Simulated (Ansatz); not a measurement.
Y

The calculation's input:

```
crystal:
  lattice:
    - [1.8007158917, 1.0396438048, 8.6070318179]
    - [-1.8007158917, 1.0396438048, 8.6070318179]
    - [0.0, -2.0792876096, 8.6070318179]
  atoms:
    - { symbol: "Y", position: [0.77887555, 0.77887555, 0.77887555] }
    - { symbol: "Y", position: [0.22112445, 0.22112445, 0.22112445] }
    - { symbol: "Y", position: [0.0, 0.0, 0.0] }
hamiltonian:
  xc: pbe
  pseudopotentials: { kind: paw }
kpoints:
  mp_grid: { grid: [9, 9, 9] }
scf:
  occupations: { method: fermi_dirac, width: 0.05 }
output:
  forces: true
  stress: true
  eigenvalues: true
  write_density: true
  write_potential: true
  elf: true
  volumetric_format: npy
```

Run with:

```sh
ansatz run input.yaml --threads 2 --pin off --max-ram 5120MiB --backend cpu --events-out ev --progress --plain --runs-dir out
```

Below, planes, directions and counts refer to the conventional cell (a = 3.60 Å, b = 3.60 Å, c = 25.82 Å, α = 90.00°, β = 90.00°, γ = 120.00°).

Space group R-3m; a structure from a database of computed crystals, not necessarily the ambient phase.

Theory: Kohn-Sham DFT of a periodic cell, PBE, Ansatz PAW (Ansatz).

**What will maps of the valence pseudo-density and electron localisation function show?**

Y–Y (3.50 Å): ρ is about 0.1 e/Å³ halfway; the ELF is about 0.20 at the midpoint: no shared electron pair shows on this line.
Y–Y (3.57 Å): the density is about 0.1 e/Å³ at the midpoint; the ELF is about 0.20 at the midpoint (no shared electron pair shows on this line).
The ELF has a maximum of about 0.70 in the space between the atoms, on no atom or two-centre bond.

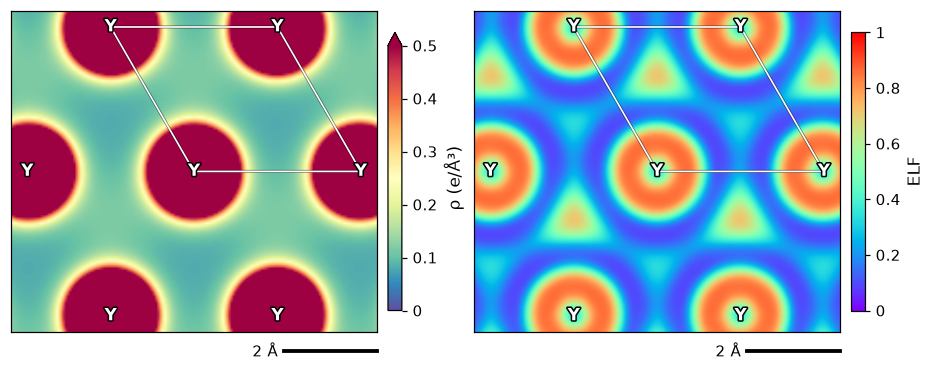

Computed valence pseudo-density and electron localisation function on the (001) plane of the conventional cell, in this order. 

In a PAW calculation such maps are meaningful between the atoms, not at the nuclei.
